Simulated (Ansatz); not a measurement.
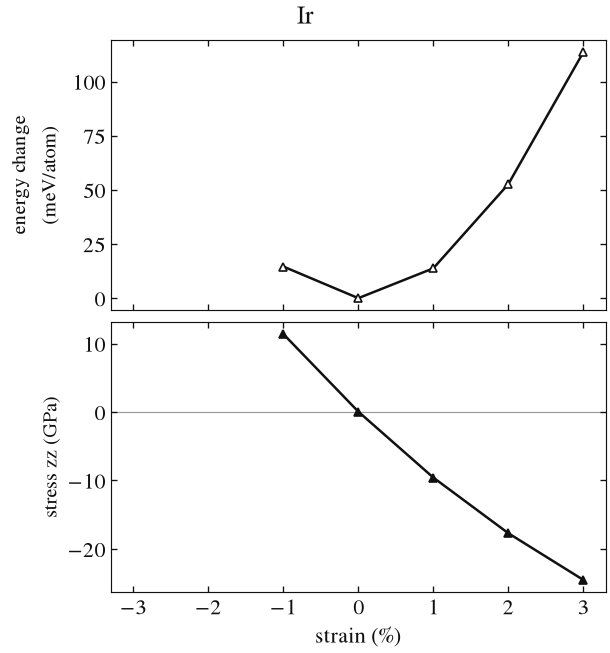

Plotted: energy change and stress zz against strain for Ir, space group Fm-3m (No. 225).

Structure:
```xyz
2
Lattice="1.9353 1.9353 0.0000 -1.9353 1.9353 0.0000 0.0000 0.0000 3.8707" Properties=species:S:1:pos:R:3 pbc="T T T"
Ir    0.0000    0.0000    0.0000
Ir    0.0000    1.9353    1.9353
```

Method: energy, stress and cell of a relaxed crystal along a series of strains, atoms and what the cell freedom names relaxed within the symmetry; stress is positive in compression; plane waves with PAW datasets, Γ-centred k mesh; energies extrapolated to zero smearing (Ansatz 0.2.0). Level: PBE, no spin polarisation.

- wave cutoff: 420 eV
- k mesh: 18×18×14
- occupations: Gaussian
- smearing width: 0.1 eV
- strain kind: isotropic
- cell freedom: cell held, all vectors scaled

The points at strain −3 % and −2 % are left out of the plot. What values does the calculation give there?

```json
{"strain (%)": "-3", "energy change (meV/atom)": "144", "stress zz (GPa)": "40.16"}
{"strain (%)": "-2", "energy change (meV/atom)": "61", "stress zz (GPa)": "24.67"}
```
